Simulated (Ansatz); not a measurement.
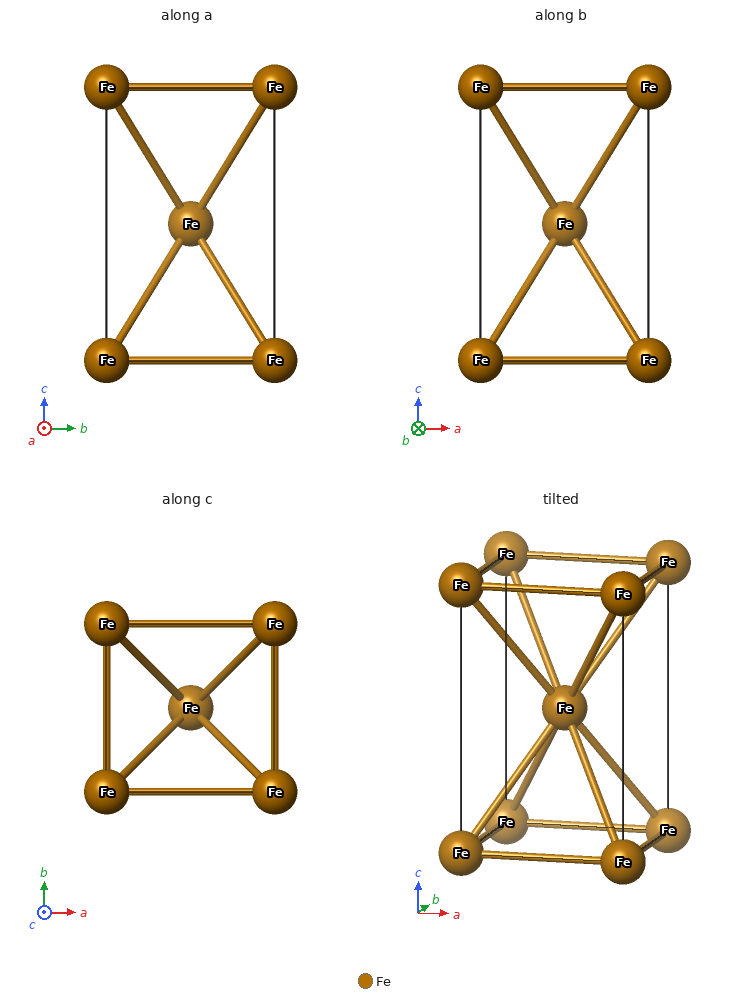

Crystal structure, ball-and-stick style, seen along the a axis, along the b axis, along the c axis and slightly off an axis. One conventional unit cell is framed, with atoms on its boundary repeated.

Lattice parameters: a = 2.3391 Å, b = 2.3391 Å, c = 3.8049 Å, α = 90.000°, β = 90.000°, γ = 90.000°.

**Write the structure as a CIF with its space group and independent sites.**

```cif
data_structure
_symmetry_space_group_name_H-M 'I 4/m m m'
_symmetry_Int_Tables_number 139
_cell_length_a 2.3391
_cell_length_b 2.3391
_cell_length_c 3.8049
_cell_angle_alpha 90.000
_cell_angle_beta 90.000
_cell_angle_gamma 90.000
_cell_volume 20.82
loop_
_atom_site_label
_atom_site_type_symbol
_atom_site_symmetry_multiplicity
_atom_site_Wyckoff_symbol
_atom_site_fract_x
_atom_site_fract_y
_atom_site_fract_z
_atom_site_occupancy
Fe1 Fe 2 a 0.0000 0.0000 0.0000 1
```

Origin of the cell: a structure type filled with this element by a generator (whether the element takes this form wasn't checked). Earlier steps of the study may have refined or changed the cell and positions. A calculation with Ansatz used it as input.

At this level of theory the cell isn't at rest (compressed, at 16 GPa), so its distances can differ from those at equilibrium, the more so the softer the solid.
